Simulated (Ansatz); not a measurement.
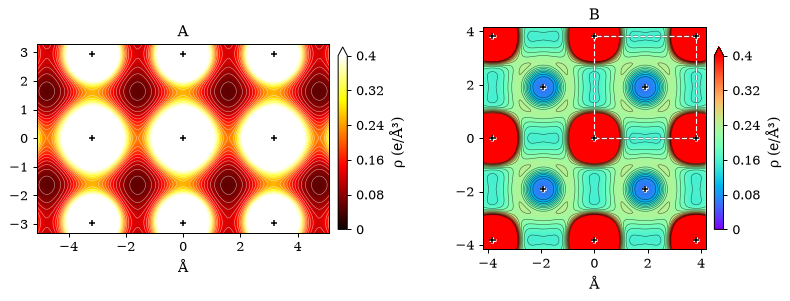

The valence charge density (pseudo) of 2 systems, each on a plane through atoms (crosses mark nuclei in the plane).

These are results of Ansatz, Kohn-Sham DFT of a periodic cell, r2SCAN, Ansatz PAW, not measurements.

System 1: GaSb, the (010) plane of the conventional cell. Space group Immm; a structure from a database of computed crystals, not necessarily the ambient phase; computed pressure about −4 GPa in this cell.

```cif
data_structure
_symmetry_space_group_name_H-M 'P 1'
_symmetry_Int_Tables_number 1
_cell_length_a 3.1728
_cell_length_b 5.4549
_cell_length_c 5.9001
_cell_angle_alpha 90.000
_cell_angle_beta 90.000
_cell_angle_gamma 90.000
_cell_volume 102.12
loop_
_atom_site_label
_atom_site_type_symbol
_atom_site_fract_x
_atom_site_fract_y
_atom_site_fract_z
_atom_site_occupancy
Sb1 Sb 0.00000 0.00000 0.50000 1
Sb2 Sb 0.50000 0.50000 0.00000 1
Ga1 Ga 0.00000 0.00000 0.00000 1
Ga2 Ga 0.50000 0.50000 0.50000 1
```

System 2: TiAl3, the (001) plane of the conventional cell. Space group I4/mmm; a structure from a database of computed crystals, not necessarily the ambient phase.

Question: Which map belongs to which system?

Answer: Panel A is system 1, GaSb: the plane holds Sb and Ga. Ga–Sb (2.95 Å): the density is about 0.26 e/Å³ at the midpoint. Panel B is system 2, TiAl3: the plane holds Ti and Al. Ti–Al (2.70 Å): the density is about 0.23 e/Å³ at the midpoint.
